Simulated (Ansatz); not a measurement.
**Zn23HO24 (cell with a defect): density, localisation and related maps**

Input

```
crystal:
  lattice:
    - [3.2794860173, -5.6802364047, 5.2932739962]
    - [3.2794860173, 5.6802364047, 5.2932739962]
    - [-6.5589720346, 0.0, 5.2932739962]
  atoms:
    - { symbol: Zn, position: [0.8333228631, 0.6666561965, 0.9999895298] }
    - { symbol: Zn, position: [0.1666561965, 0.4999895298, 0.8333228631] }
    - { symbol: Zn, position: [0.6666561965, 0.4999895298, 0.3333228631] }
    - { symbol: Zn, position: [0.9999895298, 0.3333228631, 0.1666561965] }
    - { symbol: Zn, position: [0.3333228631, 0.6666561965, 0.4999895298] }
    - { symbol: Zn, position: [0.6666561965, 0.9999895298, 0.8333228631] }
    - { symbol: Zn, position: [0.9999895298, 0.8333228631, 0.6666561965] }
    - { symbol: Zn, position: [0.3333228631, 0.1666561965, 0.9999895298] }
    - { symbol: Zn, position: [0.4999895298, 0.8333228631, 0.1666561965] }
    - { symbol: Zn, position: [0.8333228631, 0.1666561965, 0.4999895298] }
    - { symbol: Zn, position: [0.1666561965, 0.9999895298, 0.3333228631] }
    - { symbol: Zn, position: [0.8333228631, 0.4999895298, 0.6666561965] }
    - { symbol: Zn, position: [0.1666561965, 0.8333228631, 0.9999895298] }
    - { symbol: Zn, position: [0.4999895298, 0.6666561965, 0.8333228631] }
    - { symbol: Zn, position: [0.9999895298, 0.6666561965, 0.3333228631] }
    - { symbol: Zn, position: [0.3333228631, 0.4999895298, 0.1666561965] }
    - { symbol: Zn, position: [0.6666561965, 0.8333228631, 0.4999895298] }
    - { symbol: Zn, position: [0.9999895298, 0.1666561965, 0.8333228631] }
    - { symbol: Zn, position: [0.3333228631, 0.9999895298, 0.6666561965] }
    - { symbol: Zn, position: [0.6666561965, 0.3333228631, 0.9999895298] }
    - { symbol: Zn, position: [0.8333228631, 0.9999895298, 0.1666561965] }
    - { symbol: Zn, position: [0.1666561965, 0.3333228631, 0.4999895298] }
    - { symbol: Zn, position: [0.4999895298, 0.1666561965, 0.3333228631] }
    - { symbol: O, position: [0.6263471369, 0.2930138035, 0.4596804702] }
    - { symbol: O, position: [0.9596804702, 0.6263471369, 0.7930138035] }
    - { symbol: O, position: [0.2930138035, 0.4596804702, 0.6263471369] }
    - { symbol: O, position: [0.7930138035, 0.4596804702, 0.1263471369] }
    - { symbol: O, position: [0.1263471369, 0.2930138035, 0.9596804702] }
    - { symbol: O, position: [0.4596804702, 0.6263471369, 0.2930138035] }
    - { symbol: O, position: [0.7930138035, 0.9596804702, 0.6263471369] }
    - { symbol: O, position: [0.1263471369, 0.7930138035, 0.4596804702] }
    - { symbol: O, position: [0.4596804702, 0.1263471369, 0.7930138035] }
    - { symbol: O, position: [0.6263471369, 0.7930138035, 0.9596804702] }
    - { symbol: O, position: [0.9596804702, 0.1263471369, 0.2930138035] }
    - { symbol: O, position: [0.2930138035, 0.9596804702, 0.1263471369] }
    - { symbol: O, position: [0.6263471369, 0.4596804702, 0.7930138035] }
    - { symbol: O, position: [0.9596804702, 0.7930138035, 0.1263471369] }
    - { symbol: O, position: [0.2930138035, 0.6263471369, 0.9596804702] }
    - { symbol: O, position: [0.7930138035, 0.6263471369, 0.4596804702] }
    - { symbol: O, position: [0.1263471369, 0.4596804702, 0.2930138035] }
    - { symbol: O, position: [0.4596804702, 0.7930138035, 0.6263471369] }
    - { symbol: O, position: [0.7930138035, 0.1263471369, 0.9596804702] }
    - { symbol: O, position: [0.1263471369, 0.9596804702, 0.7930138035] }
    - { symbol: O, position: [0.4596804702, 0.2930138035, 0.1263471369] }
    - { symbol: O, position: [0.6263471369, 0.9596804702, 0.2930138035] }
    - { symbol: O, position: [0.9596804702, 0.2930138035, 0.6263471369] }
    - { symbol: O, position: [0.2930138035, 0.1263471369, 0.4596804702] }
    - { symbol: H, position: [0.3848953834, 0.3947919931, 0.6616479655], spin: 1.0 }
  host:
    lattice:
      - [3.2794860173, 0.0, 0.0]
      - [-1.6397430087, 2.8401182023, 0.0]
      - [0.0, 0.0, 5.2932739962]
    atoms:
      - { symbol: Zn, position: [0.3333333333, 0.6666666667, 0.4999685894] }
      - { symbol: Zn, position: [0.6666666667, 0.3333333333, -3.14106e-05] }
      - { symbol: O, position: [0.6666666667, 0.3333333333, 0.3790414106] }
      - { symbol: O, position: [0.3333333333, 0.6666666667, 0.8790414106] }
basis:
  ecutwfc: 420
  xc_grid: 2
kpoints:
  mp_grid: { grid: [2, 2, 2], shift: [0.5, 0.5, 0.5] }
hamiltonian:
  xc: pbe
scf:
  occupations: { method: gaussian, width: 0.01 }
output:
  forces: true
  stress: false
  eigenvalues: true
  populations: true
  charged_corrections:
    defect_position: [0.49998953, 0.33332286, 0.6666562]
    epsilon: [[10.558, 0.0, 0.0], [0.0, 10.558, 0.0], [0.0, 0.0, 11.583]]
  write_density: true
  write_potential: true
  elf: true
  volumetric_format: npy
magnetization:
  spin_polarized: true
relax:
  adjacent_minimum: "off"
  f_tol: 0.025
  max_steps: 60
```

Launched as:

```sh
ansatz run input.yaml --threads 8 --pin off --max-ram 22528MiB --backend cpu --events-out ev --progress --plain --runs-dir out
```

The fields are those of the relaxed geometry.

Spin-polarised.

Theory: DFT PBE, scalar-relativistic, plane waves, PAW in Ansatz 0.2.0.

In a PAW calculation such maps are meaningful between the atoms, not at the nuclei.

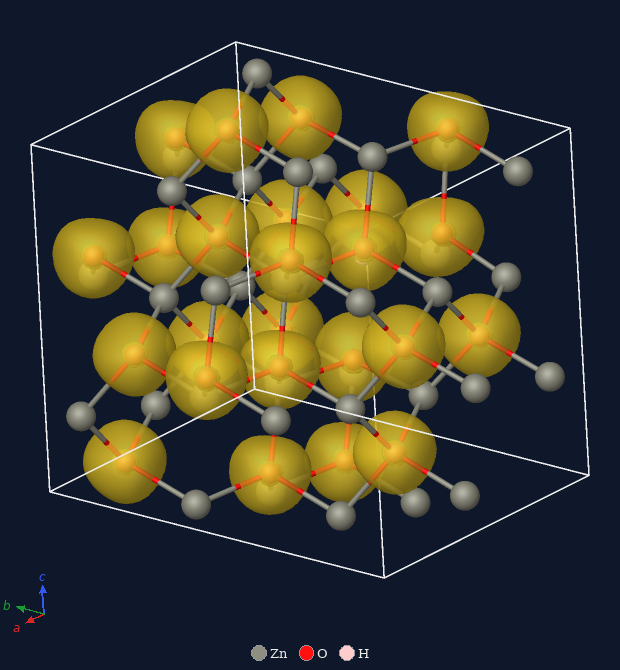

Figure 1. Isosurface of the electron localisation function at 0.6 (yellow), seen at an oblique angle. Only the valence region is drawn (cores and ρ < 0.01 e/Å³ removed). Sticks mark near contacts.

Q: Where are the electrons localised?

A: The surface consists of 23 regions wrapped around O (the valence shell of each) and one joined region spread over several atoms (H, O), in which their bonds and any lone pairs are merged, counted in one cell of 48 atoms. Any copies at cell faces, edges or corners count once. Along the contacts the grid gives the following. O–H (0.98 Å): the ELF climbs to about 1 towards the hydrogen, as it does in any bond to H; a covalent bond by its length. Zn–O (1.93 Å): the ELF peaks at about 0.80 in the valence shell of O, 0.6 Å from its nucleus, and is about 0.25 at the midpoint: no shared electron pair shows on this line.

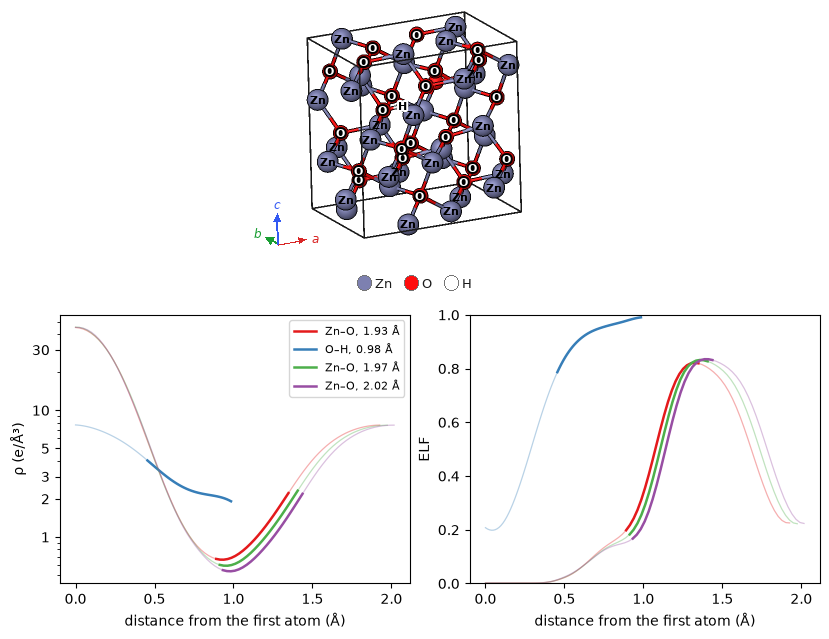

Figure 2. Valence electron density and ELF along straight lines between neighbouring atoms. Thin, pale parts lie inside the atomic spheres. The structure is drawn too.

Q: Compare the contacts.

A: Zn–O (1.93 Å): ρ is about 0.67 e/Å³ halfway; the ELF peaks at about 0.80 in the valence shell of O, 0.6 Å from its nucleus, and is about 0.25 at the midpoint: no shared electron pair shows on this line.
O–H (0.98 Å): ρ is about 3.7 e/Å³ halfway; the ELF climbs to about 1 towards the hydrogen (a covalent bond by its length).
Zn–O (1.97 Å): ρ is about 0.6 e/Å³ halfway; the ELF peaks at about 0.85 in the valence shell of O, 0.6 Å from its nucleus, and is about 0.25 at the midpoint: no shared electron pair shows on this line.
Zn–O (2.02 Å): ρ is about 0.54 e/Å³ halfway; the ELF peaks at about 0.85 in the valence shell of O, 0.6 Å from its nucleus, and is about 0.25 at the midpoint: no localised pair shows between them.
